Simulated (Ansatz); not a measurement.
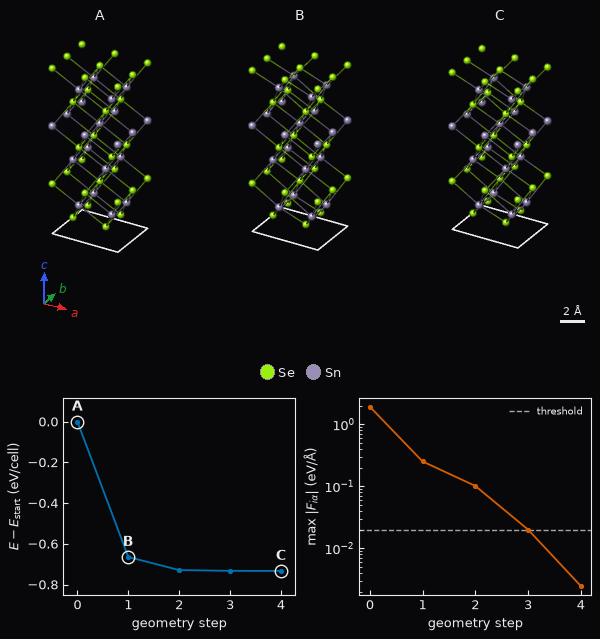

Frames of a relaxation of a slab of composition Sn4Se5 (cut from the Fm-3m phase), marked on the history of the run. Style: ball-and-stick. Shown: the 2 × 2 repeat of the cell, outlined in the plane, without the vacuum, slightly off an axis.

Case: (1 1 1) slab, atoms relaxed. The slab is the (1 1 1) face of SnSe.

Theory: Ansatz, DFT PBEsol, scalar-relativistic, plane waves, PAW.

The input:
```yaml
crystal:
  lattice:
    - [4.2041099661, 0.0, 0.0]
    - [-2.102054983, 3.6408660309, 0.0]
    - [0.0, 0.0, 28.7305656526]
  atoms:
    - { symbol: Se, position: [0.3333333333, 0.6666666667, 0.2610460264] }
    - { symbol: Sn, position: [0.6666666667, 0.3333333333, 0.3207845198] }
    - { symbol: Se, position: [0.0, 0.0, 0.3805230132] }
    - { symbol: Sn, position: [0.3333333333, 0.6666666667, 0.4402615066] }
    - { symbol: Se, position: [0.6666666667, 0.3333333333, 0.5] }
    - { symbol: Sn, position: [0.0, 0.0, 0.5597384934] }
    - { symbol: Se, position: [0.3333333333, 0.6666666667, 0.6194769868] }
    - { symbol: Sn, position: [0.6666666667, 0.3333333333, 0.6792154802] }
    - { symbol: Se, position: [0.0, 0.0, 0.7389539736] }
basis:
  ecutwfc: 420
kpoints:
  mp_grid: { grid: [9, 9, 1] }
hamiltonian:
  xc: pbesol
scf:
  occupations: { method: gaussian, width: 0.05 }
output:
  forces: true
  eigenvalues: true
relax:
  adjacent_minimum: "off"
  f_tol: 0.02
  max_steps: 60
efield:
  axis: 3
  dipole_correction: true
  ramp_width: 0.04
```

Command:
```bash
ansatz run input.yaml --threads 1 --pin off --max-ram 2560MiB --backend cpu --events-out ev --progress --plain --runs-dir out
```

Describe the path.

Answer. The largest moves relative to the layer's centre, 0.38 Å, are those of Se1 and Se9. Se1 goes along the normal (+c). By element the largest moves are Se 0.38 Å, Sn 0.03 Å. The lattice vectors keep their values. Some distances before and after: Se1–Sn2 2.973 → 2.780 Å, Se7–Sn8 2.973 → 3.103 Å, Se3–Sn4 2.973 → 2.857 Å, Se5–Sn6 2.973 → 2.958 Å. Bond angles that change, for instance: Se1–Sn2–Se3 180.0° → 170.7°, Se1–Sn2–Se1 90.0° → 98.2°, Sn2–Se1–Sn2 90.0° → 98.2°. After 4 geometry steps the energy has fallen by 0.733 eV per cell of the calculation. The largest force component goes from 1.9 to 0.0025 eV/Å. From step 0 to 1: Se atoms move most (0.19 Å), energy −0.665 eV per cell of the calculation. From step 1 to 4: Sn and Se atoms move most (0.19 Å), energy −68.6 meV per cell of the calculation.
